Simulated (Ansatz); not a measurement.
## Electronic structure of LiF in real space

```cif
data_structure
_symmetry_space_group_name_H-M 'P 1'
_symmetry_Int_Tables_number 1
_cell_length_a 4.8954
_cell_length_b 4.8954
_cell_length_c 2.9267
_cell_angle_alpha 90.000
_cell_angle_beta 90.000
_cell_angle_gamma 120.000
_cell_volume 60.74
loop_
_atom_site_label
_atom_site_type_symbol
_atom_site_fract_x
_atom_site_fract_y
_atom_site_fract_z
_atom_site_occupancy
Li1 Li 0.62181 0.62181 0.00000 1
Li2 Li 0.37819 0.00000 0.33333 1
Li3 Li 0.00000 0.37819 0.66667 1
F1 F 0.00000 0.63369 0.16667 1
F2 F 0.36631 0.36631 0.50000 1
F3 F 0.63369 0.00000 0.83333 1
```

Space group P3₁21; a structure generated by program, which may or may not match a known phase; computed pressure about −3 GPa in this cell.

Theory: DFT r2SCAN, scalar-relativistic, plane waves, PAW in Ansatz 0.2.0.

The density is the valence pseudo-density of a PAW calculation; it isn't the true density close to the nuclei.

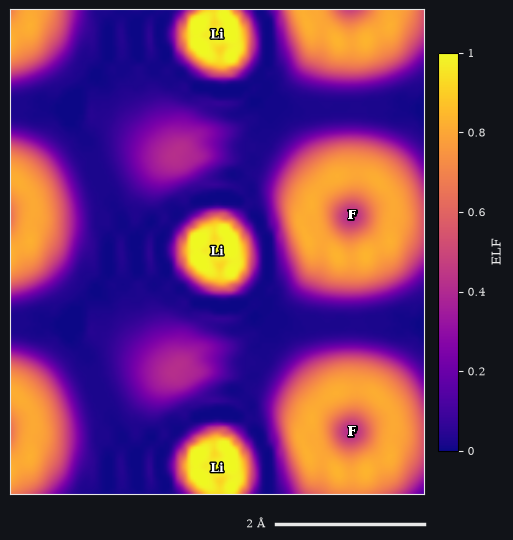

Figure 1. Electron localisation function on the (100) plane of the conventional cell.

> What does the map show?

The plane passes through Li and F nuclei.
Li–F (1.89 Å): the ELF peaks at about 0.80 in the valence shell of F, 0.7 Å from its nucleus, and falls to about 0 next to Li (a closed-shell, largely ionic contact).
The features right at Li lie inside the PAW spheres, where the map follows smoothed inner orbitals and isn't to be read closely.

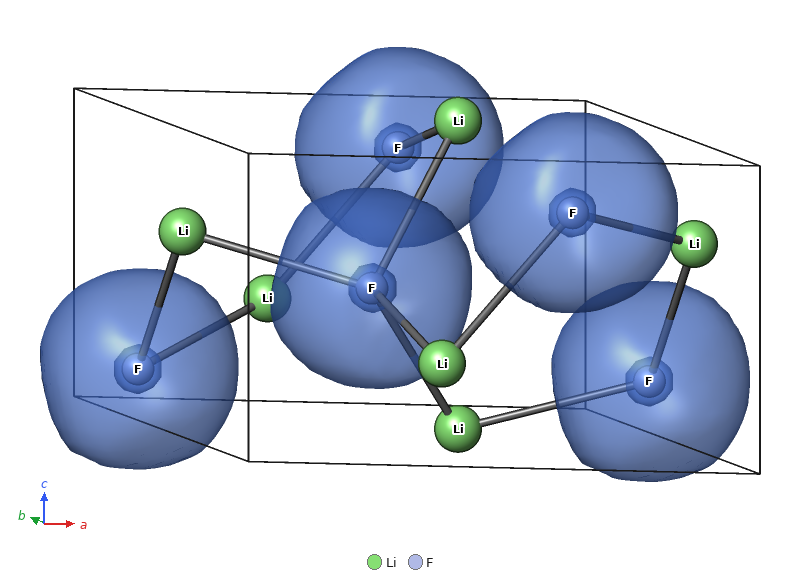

Figure 2. Isosurface of the electron localisation function at 0.6 (blue), seen slightly off an axis. Core shells and regions of very low density are left out. Sticks mark near contacts.

> Where are the electrons localised?

The ELF exceeds this value in three regions wrapped around F (the valence shell of each), counted in one cell of 6 atoms. Regions shared between cells count once.

> Metal or insulator at this level of theory?

It is gapped, with a Kohn–Sham gap of 8.3 eV on the k-point mesh (the band edges may lie off the mesh, which would make the gap smaller).

> What Bader charges does the calculation give?

Electrons move from Li towards F. Bader charges: Li +0.91 and F −0.91 e.
